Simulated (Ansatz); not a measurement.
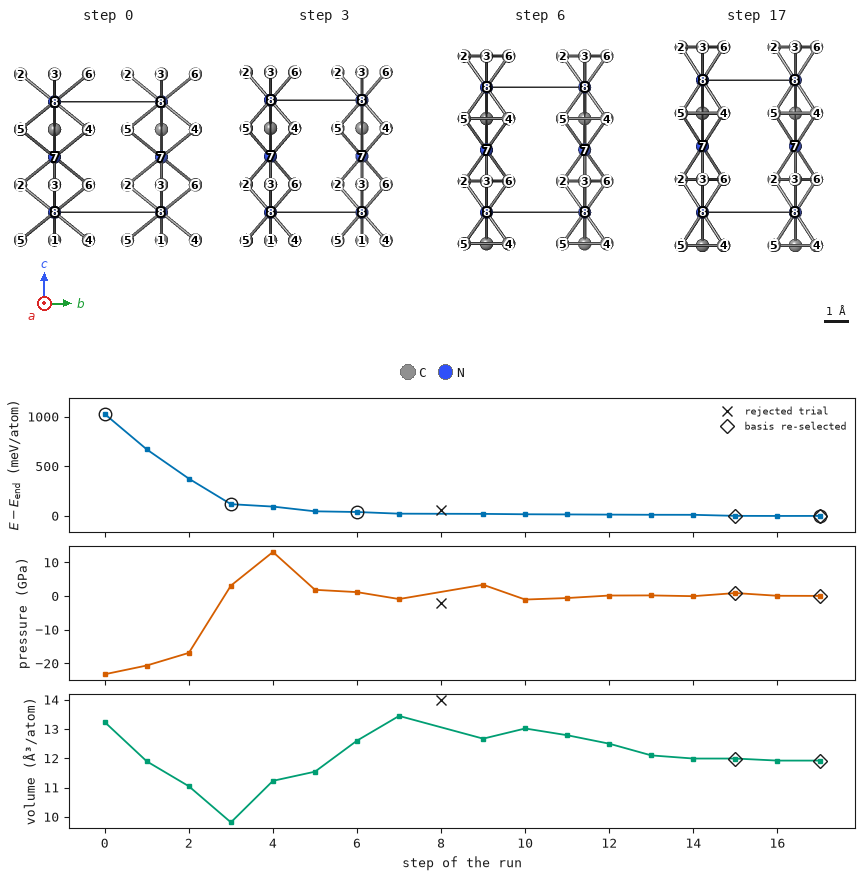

Frames of a relaxation of crystalline C₃N (a generated structure, set up in P6_3/mcm) (coarse preliminary run), marked on the history of the run. Style: ball-and-stick. Shown: the cell of the calculation, along the a axis.

Level of theory: Ansatz, DFT PBE, scalar-relativistic, plane waves, PAW. Settings: plane-wave cutoff 420 eV; k-point mesh 6 × 6 × 4; occupations gaussian; smearing width 0.1 eV; no spin polarisation; cell and atoms relaxed; force threshold 0.04 eV/Å; at most 70 steps.

### Describe the path.

The largest moves relative to the cell, 0.40 Å, are those of C1, C2, C3, C4, C5 and C6. C2 goes along [1 1 0]. N stays in place. The drawn cell changes as follows: a = b 5.150 → 4.470 Å (−13.2 %), c 4.611 → 5.513 Å (+19.6 %); the volume changes by −9.9 %. Near-neighbour distances that change, for instance: C1–C4 2.834 → 1.763 Å, C1–N7 2.001 → 1.713 Å. The space group stays P6_3/mcm (No. 193). The energy falls by 1027 meV per atom in 14 accepted moves (17 points after the start). Largest force component: 2.2 eV/Å at the start, 0.005 eV/Å at the end. Pressure: −23.21 GPa at the start and 0.08 GPa at the end. The line search rejected the trial step at point 8 of the run. The SCF was repeated twice at an unchanged geometry on a basis and grid sized afresh for the cell, which shifted the energy by 10.5 meV per atom at most. Cost: 64 s on 1 thread of Arm Neoverse V1, with other jobs on the host, peak memory 0.36 GiB. From step 0 to 3: C atoms move most (0.24 Å), volume −25.9 %, energy −908 meV per atom. From step 3 to 6: C atoms move most (0.18 Å), volume +28.4 %, energy −79.1 meV per atom. From step 6 to 17: volume −5.4 %, energy −39.5 meV per atom.
